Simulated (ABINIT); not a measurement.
## Single-point calculation of SnO (part 1 of 3)

- system: SnO (P1, 4 atoms in the cell)
- method: Kohn-Sham DFT of a periodic cell, BLYP, JTH PAW PBE v2.0, no spin polarisation (ABINIT 10.8.3)

The structure derives from a Materials Project entry.

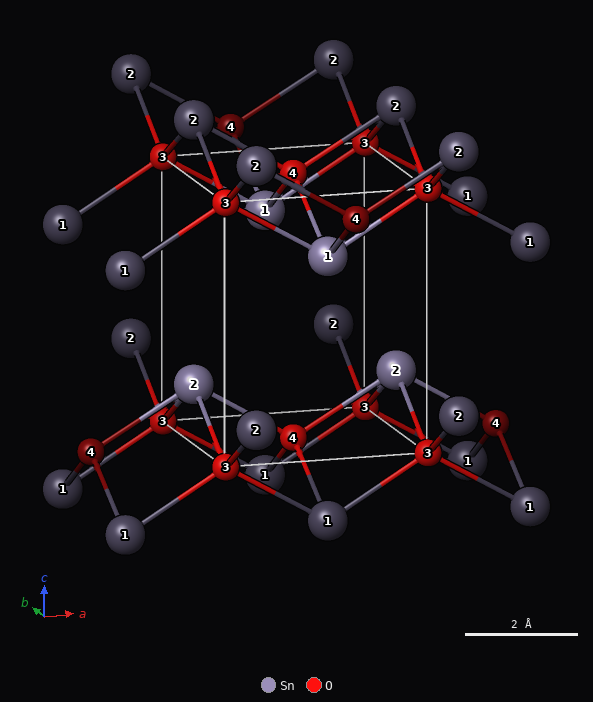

Figure 1. The structure as given in the input (ball-and-stick view of the cell of the calculation, seen slightly off an axis; neighbours outside the cell are drawn fainter; atoms are numbered from 1 in the order of the input). An atom can appear more than once, as a periodic image. Near neighbours in the periodic cell (some may lie outside the picture): Sn has 4 O at 2.17 to 2.24 Å; O has 4 Sn at 2.17 to 2.24 Å.

## Key numbers

- outcome: converged
- space group (tolerance 0.01 Å): P1 (1)
- electrons treated: 40
- free energy: −4668.7219 eV
- Fermi energy: 6.768 eV
- gap on the k-point mesh: 0.63 eV
- pressure: 10.32 GPa
- largest force (length of the vector): 1.364 eV/Å
- hardware: 1 thread of Arm Neoverse V1, 24 GiB of memory available, shared host
- wall time: 93 s
- peak memory: 0.16 GiB

## Notes

The cell is under a pressure of 10.3 GPa at this level, so it is not at its equilibrium volume.

## The input
```
# Pseudopotentials
pp_dirpath "./"
pseudos "Sn.GGA_PBE-JTH.xml, O.GGA_PBE-JTH.xml"

# Structure
acell 3*1.0 Angstrom
rprim
     3.8136952200     0.0000000000     0.0000000000
     0.0000000000     3.8136952200     0.0000000000
     0.0000000000     0.0000000000     4.8869133000
ntypat 2
znucl 50 8
natom 4
typat 1 1 2 2
xred
     0.5091850000    -0.0043280000     0.7697660000
     0.0031930000     0.5007510000     0.2249020000
     0.0068460000     0.0034470000    -0.0019050000
     0.4935640000     0.4956290000    -0.0016140000
chkprim 0
chksymtnons 0
tolsym 1.0e-6

# Plane-wave basis
ecut 23.0
pawecutdg 45.0
pawxcdev 0

# k points
kptopt 1
ngkpt 4 4 4
nshiftk 1
shiftk 0.0 0.0 0.0

# Exchange and correlation
ixc -106131

# Bands and occupations
nband 24
occopt 6
tsmear 0.00367493

# SCF cycle
nstep 100
tolvrs 1.0e-9

# Output
iomode 3
prtwf 0
prtden 0
prteig 0
prtebands 0
prtvol 2
```

Launch command:
```bash
abinit run.abi > log 2>&1
```

## Log
```
.Version 10.8.3 of ABINIT
 Symmetries : space group P1 (#  1); Bravais aP (primitive triclinic)
================================================================================
 Values of the parameters that define the memory need of the present run
     intxc =       0    ionmov =       0      iscf =      17    lmnmax =      18
     lnmax =       6     mgfft =      40  mpssoang =       3    mqgrid =    3001
     natom =       4  nloc_mem =       2    nspden =       1   nspinor =       1
    nsppol =       1      nsym =       1    n1xccc =       1    ntypat =       2
    occopt =       6   xclevel =       2
       mpw =        2542          nfft =       40960          nkpt =          36
 PAW method is used; the additional fine FFT grid is defined by:
   mgfftf=        60    nfftf =    121500
================================================================================
================================================================================

--------------------------------------------------------------------------------
------------- Echo of variables that govern the present computation ------------
--------------------------------------------------------------------------------
 -outvars: echo values of preprocessed input variables --------
            acell      1.8897261259E+00  1.8897261259E+00  1.8897261259E+00 Bohr
              amu      1.18710000E+02  1.59994000E+01
          chkprim           0
      chksymtnons           0
             ecut      2.30000000E+01 Hartree
              ixc     -106131
         kptrlatt        4    0    0      0    4    0      0    0    4
          kptrlen      2.88273580E+01
            natom           4
            nband          24
            ngfft          32      32      40
          ngfftdg          45      45      60
             nkpt          36
            nstep         100
             nsym           1
           ntypat           2
           occopt           6
        pawecutdg      4.50000000E+01 Hartree
         pawxcdev           0
           prtden           0
        prtebands           0
           prteig           0
           prtvol           2
            prtwf           0
            rprim      3.8136952200E+00  0.0000000000E+00  0.0000000000E+00
                       0.0000000000E+00  3.8136952200E+00  0.0000000000E+00
                       0.0000000000E+00  0.0000000000E+00  4.8869133000E+00
          spgroup           1
           tolsym      1.00000000E-06
           tolvrs      1.00000000E-09
           tsmear      3.67493000E-03 Hartree
            typat      1  1  2  2
           useylm           1
           xangst      1.9418764006E+00 -1.6505672912E-02  3.7617797033E+00
                       1.2177128837E-02  1.9097116951E+00  1.0990765750E+00
                       2.6108557476E-02  1.3145807423E-02 -9.3095698365E-03
                       1.8823026676E+00  1.8901779482E+00 -7.8874780662E-03
            xcart      3.6696145675E+00 -3.1191201328E-02  7.1087333852E+00
                       2.3011438503E-02  3.6088320832E+00  2.0769537181E+00
                       4.9338023172E-02  2.4841975734E-02 -1.7592537341E-02
                       3.5570365278E+00  3.5719186513E+00 -1.4905173369E-02
             xred      5.0918500000E-01 -4.3280000000E-03  7.6976600000E-01
                       3.1930000000E-03  5.0075100000E-01  2.2490200000E-01
                       6.8460000000E-03  3.4470000000E-03 -1.9050000000E-03
                       4.9356400000E-01  4.9562900000E-01 -1.6140000000E-03
            znucl       50.00000    8.00000

================================================================================

 chkinp: Checking input parameters for consistency.

================================================================================
== DATASET  1 ==================================================================

--- !DatasetInfo
iteration_state: {dtset: 1, }
dimensions: {natom: 4, nkpt: 36, mband: 24, nsppol: 1, nspinor: 1, nspden: 1, mpw: 2542, }
cutoff_energies: {ecut:  23.0, pawecutdg:  45.0, }
electrons: {nelect:   4.00000000E+01, charge:   0.00000000E+00, occopt:   6.00000000E+00, tsmear:   3.67493000E-03, }
meta: {optdriver: 0, ionmov: 0, optcell: 0, iscf: 17, paral_kgb: 0, }
...

 Real(R)+Recip(G) space primitive vectors, cartesian coordinates (Bohr,Bohr^-1):
 R(1)=  7.2068395  0.0000000  0.0000000  G(1)=  0.1387571  0.0000000  0.0000000
 R(2)=  0.0000000  7.2068395  0.0000000  G(2)=  0.0000000  0.1387571  0.0000000
 R(3)=  0.0000000  0.0000000  9.2349277  G(3)=  0.0000000  0.0000000  0.1082846
 Unit cell volume ucvol=  4.7964862E+02 bohr^3
 Angles (23,13,12)=  9.00000000E+01  9.00000000E+01  9.00000000E+01 degrees

 Coarse grid specifications (used for wave-functions):

 getcut: wavevector=  0.0000  0.0000  0.0000  ngfft=  32  32  40
         ecut(hartree)=     23.000   => boxcut(ratio)=   2.00631

 Fine grid specifications (used for densities):

 getcut: wavevector=  0.0000  0.0000  0.0000  ngfft=  45  45  60
         ecut(hartree)=     45.000   => boxcut(ratio)=   2.02179

--- Pseudopotential description ------------------------------------------------
- pspini: atom type   1  psp file is ./Sn.GGA_PBE-JTH.xml
 Pseudopotential format is: paw10
 basis_size (lnmax)=  6 (lmn_size= 18), orbitals=   0   0   1   1   2   2
 Spheres core radius: rc_sph= 2.51086398
 Shapefunction is BESSEL type: shapef(r,l)=aa(1,l)*jl(q(1,l)*r)+aa(2,l)*jl(q(2,l)*r)
 Radius for shape functions =  1.40702157
 Compensation charge density is not taken into account in XC energy/potential

- pspini: atom type   2  psp file is ./O.GGA_PBE-JTH.xml
 Pseudopotential format is: paw10
 basis_size (lnmax)=  4 (lmn_size=  8), orbitals=   0   0   1   1
 Spheres core radius: rc_sph= 1.41465230
 Shapefunction is SIN type: shapef(r)=[sin(pi*r/rshp)/(pi*r/rshp)]**2
 Radius for shape functions =  1.20231231
 Compensation charge density is not taken into account in XC energy/potential

   2.42505719E+03                                ecore*ucvol(ha*bohr**3)
--------------------------------------------------------------------------------

================================================================================

--- !BeginCycle
iteration_state: {dtset: 1, }
solver: {iscf: 17, nstep: 100, nline: 4, wfoptalg: 10, }
tolerances: {tolvrs: 1.00E-09, }
...

     iter   Etot(hartree)      deltaE(h)  residm     nres2
 ETOT  1  -171.50485968459    -1.715E+02 4.114E-01 3.993E+01
 ETOT  2  -171.59984153768    -9.498E-02 4.467E-02 2.079E+01
 ETOT  3  -171.57240167716     2.744E-02 1.068E-02 8.807E-01
 ETOT  4  -171.57261772060    -2.160E-04 2.634E-02 1.226E-01
 ETOT  5  -171.57232077835     2.969E-04 3.971E-03 5.779E-03
 ETOT  6  -171.57237173484    -5.096E-05 3.099E-03 4.451E-03
 ETOT  7  -171.57236500744     6.727E-06 4.609E-04 7.986E-04
 ETOT  8  -171.57236412509     8.823E-07 7.757E-04 7.085E-05
 ETOT  9  -171.57236409194     3.315E-08 3.583E-04 2.743E-05
 ETOT 10  -171.57236407637     1.557E-08 4.791E-04 1.783E-06
 ETOT 11  -171.57236409111    -1.474E-08 2.625E-04 7.855E-07
 ETOT 12  -171.57236409013     9.848E-10 3.601E-04 9.295E-08
 ETOT 13  -171.57236409015    -2.461E-11 1.809E-04 1.227E-08
 ETOT 14  -171.57236409015     2.132E-12 2.721E-04 7.678E-09
 ETOT 15  -171.57236409015     2.302E-12 1.919E-04 2.985E-09
 ETOT 16  -171.57236409015     3.951E-12 1.871E-04 5.528E-10

 At SCF step   16       nres2   =  5.53E-10 < tolvrs=  1.00E-09 =>converged.

 Cartesian components of stress tensor (hartree/bohr^3)
  sigma(1 1)= -3.58934028E-04  sigma(3 2)= -3.16970004E-07
  sigma(2 2)= -3.55562986E-04  sigma(3 1)=  6.00149124E-06
  sigma(3 3)= -3.37642092E-04  sigma(2 1)= -1.12761041E-06

--- !ResultsGS
iteration_state: {dtset: 1, }
comment   : Summary of ground state results
lattice_vectors:
- [  7.2068395,   0.0000000,   0.0000000, ]
- [  0.0000000,   7.2068395,   0.0000000, ]
- [  0.0000000,   0.0000000,   9.2349277, ]
lattice_lengths: [   7.20684,    7.20684,    9.23493, ]
lattice_angles: [ 90.000,  90.000,  90.000, ] # degrees, (23, 13, 12)
lattice_volume:   4.7964862E+02
convergence: {deltae:  3.951E-12, res2:  5.528E-10, residm:  1.871E-04, diffor: null, }
etotal    :  -1.71572364E+02
entropy   :   0.00000000E+00
fermie    :   2.48709206E-01
cartesian_stress_tensor: # hartree/bohr^3
- [ -3.58934028E-04,  -1.12761041E-06,   6.00149124E-06, ]
- [ -1.12761041E-06,  -3.55562986E-04,  -3.16970004E-07, ]
- [  6.00149124E-06,  -3.16970004E-07,  -3.37642092E-04, ]
pressure_GPa:   1.0318E+01
xred      :
- [  5.0918E-01,  -4.3280E-03,   7.6977E-01, Sn]
- [  3.1930E-03,   5.0075E-01,   2.2490E-01, Sn]
- [  6.8460E-03,   3.4470E-03,  -1.9050E-03,  O]
- [  4.9356E-01,   4.9563E-01,  -1.6140E-03,  O]
cartesian_forces: # hartree/bohr
- [ -2.44401233E-03,   6.57780882E-04,  -2.46966848E-02, ]
- [ -1.73848247E-03,  -1.99000476E-05,   2.64623536E-02, ]
- [ -3.81096699E-03,  -3.62204219E-03,  -5.83775634E-04, ]
- [  7.99346179E-03,   2.98416136E-03,  -1.18189316E-03, ]
force_length_stats: {min:   5.28993885E-03, max:   2.65194056E-02, mean:   1.63122949E-02, }
...

 Integrated electronic density in atomic spheres:
 ------------------------------------------------
 Atom  Sphere_radius  Integrated_density
    1        2.51086         11.92639074
    2        2.51086         11.93383885
    3        1.41465          4.58200283
    4        1.41465          4.58260108

================================================================================

 ----iterations are completed or convergence reached----

 Mean square residual over all n,k,spin=   90.649E-08; max=  18.711E-05
   0.0000  0.0000  0.0000    1  5.75136E-07 kpt; spin; max resid(k); each band:
  3.52E-14 3.24E-15 3.73E-15 2.88E-15 1.00E-15 1.85E-15 9.12E-15 1.05E-15
  1.68E-15 2.14E-15 1.76E-13 1.84E-13 1.52E-13 1.60E-13 2.01E-13 1.56E-13
  2.49E-13 2.41E-13 2.41E-13 1.82E-13 4.77E-14 5.64E-14 5.75E-07 8.82E-08
   0.2500  0.0000  0.0000    1  1.02360E-05 kpt; spin; max resid(k); each band:
  3.57E-14 2.77E-14 3.34E-15 2.41E-15 1.50E-15 3.32E-15 1.40E-15 1.17E-15
  2.15E-15 1.00E-15 1.69E-13 1.81E-13 1.67E-13 1.05E-13 2.20E-13 2.07E-13
  2.37E-13 1.82E-13 2.06E-13 1.80E-13 9.59E-14 3.66E-12 8.41E-10 1.02E-05
   0.5000  0.0000  0.0000    1  1.06917E-04 kpt; spin; max resid(k); each band:
  3.21E-14 3.58E-14 2.05E-15 2.97E-15 2.77E-15 2.43E-15 2.06E-15 1.54E-15
  1.99E-16 2.61E-16 1.64E-13 1.66E-13 1.49E-13 1.66E-13 2.36E-13 2.32E-13
  2.42E-13 1.88E-13 8.35E-14 1.77E-13 3.17E-13 2.47E-13 1.07E-04 1.41E-05
   0.0000  0.2500  0.0000    1  1.40085E-06 kpt; spin; max resid(k); each band:
  3.62E-14 2.81E-14 1.83E-15 3.49E-15 2.09E-15 3.24E-15 1.73E-15 8.91E-16
  1.07E-15 1.32E-15 1.69E-13 1.80E-13 1.67E-13 1.02E-13 2.14E-13 2.12E-13
  2.40E-13 1.97E-13 2.06E-13 1.78E-13 8.41E-14 8.38E-13 1.29E-07 1.40E-06
   0.2500  0.2500  0.0000    1  1.36423E-11 kpt; spin; max resid(k); each band:
  3.67E-14 3.29E-14 2.77E-15 1.51E-15 2.69E-15 1.43E-15 1.38E-15 1.34E-15
  1.24E-15 1.50E-15 1.69E-13 1.81E-13 1.69E-13 1.47E-13 1.72E-13 2.31E-13
  2.05E-13 1.41E-13 1.97E-13 1.52E-13 7.32E-14 6.14E-14 1.21E-11 1.36E-11
   0.5000  0.2500  0.0000    1  2.15280E-12 kpt; spin; max resid(k); each band:
  3.56E-14 3.48E-14 1.06E-15 2.38E-15 1.80E-15 1.93E-15 7.34E-16 1.62E-15
  1.37E-15 9.87E-16 1.67E-13 1.71E-13 1.65E-13 1.65E-13 2.01E-13 1.97E-13
  2.01E-13 1.88E-13 4.70E-14 1.29E-13 7.90E-14 7.89E-14 1.34E-12 2.15E-12
  -0.2500  0.2500  0.0000    1  1.35113E-09 kpt; spin; max resid(k); each band:
  3.65E-14 3.31E-14 2.76E-15 1.70E-15 2.66E-15 1.47E-15 1.36E-15 1.34E-15
  1.18E-15 1.53E-15 1.69E-13 1.81E-13 1.69E-13 1.48E-13 1.72E-13 2.31E-13
  2.08E-13 1.40E-13 1.95E-13 1.51E-13 7.28E-14 6.12E-14 1.57E-11 1.35E-09
   0.0000  0.5000  0.0000    1  1.56055E-04 kpt; spin; max resid(k); each band:
  4.59E-14 2.58E-14 1.79E-15 1.32E-15 2.48E-15 2.87E-15 9.92E-16 8.40E-16
  2.94E-16 3.44E-16 1.65E-13 1.66E-13 1.37E-13 1.78E-13 2.24E-13 2.20E-13
  2.14E-13 2.04E-13 1.49E-13 1.20E-13 1.47E-13 1.42E-13 3.46E-05 1.56E-04
   0.2500  0.5000  0.0000    1  1.82277E-11 kpt; spin; max resid(k); each band:
  4.54E-14 2.70E-14 1.69E-15 1.44E-15 1.50E-15 1.68E-15 9.15E-16 1.68E-15
  1.14E-15 1.16E-15 1.66E-13 1.71E-13 1.64E-13 1.66E-13 1.99E-13 1.99E-13
  1.95E-13 2.09E-13 1.37E-13 6.60E-14 8.19E-14 7.54E-14 1.25E-11 1.82E-11
   0.5000  0.5000  0.0000    1  1.87024E-13 kpt; spin; max resid(k); each band:
  6.32E-14 1.46E-14 7.18E-16 8.55E-16 1.03E-15 9.54E-16 7.46E-16 1.13E-15
  1.26E-15 1.32E-15 1.41E-13 1.82E-13 1.75E-13 1.67E-13 6.60E-14 6.66E-14
  1.87E-13 1.87E-13 1.20E-13 1.20E-13 3.91E-14 1.20E-14 5.20E-14 5.27E-14
   0.0000  0.0000  0.2500    1  2.35533E-13 kpt; spin; max resid(k); each band:
  3.51E-14 2.83E-15 3.32E-15 3.60E-15 9.96E-16 3.33E-15 7.56E-15 1.11E-15
  1.65E-15 1.85E-15 1.77E-13 1.84E-13 1.13E-13 2.26E-13 2.26E-13 9.65E-14
  2.36E-13 2.03E-13 1.98E-13 1.77E-13 2.98E-14 4.11E-14 4.08E-14 2.06E-14
   0.2500  0.0000  0.2500    1  1.13866E-05 kpt; spin; max resid(k); each band:
  3.64E-14 2.77E-14 3.30E-15 2.36E-15 1.91E-15 3.16E-15 1.33E-15 1.56E-15
  1.06E-15 1.83E-15 1.70E-13 1.78E-13 1.42E-13 1.75E-13 2.15E-13 1.59E-13
  2.17E-13 1.98E-13 1.99E-13 1.80E-13 9.22E-14 1.18E-13 4.22E-12 1.14E-05
   0.5000  0.0000  0.2500    1  1.87107E-04 kpt; spin; max resid(k); each band:
  3.21E-14 3.78E-14 2.18E-15 3.01E-15 2.55E-15 2.32E-15 2.00E-15 3.07E-16
  1.75E-15 3.25E-16 1.64E-13 1.68E-13 1.45E-13 1.44E-13 2.00E-13 1.93E-13
  2.27E-13 2.22E-13 1.81E-13 1.74E-13 1.69E-13 1.78E-13 8.87E-06 1.87E-04
  -0.2500  0.0000  0.2500    1  3.08733E-05 kpt; spin; max resid(k); each band:
```
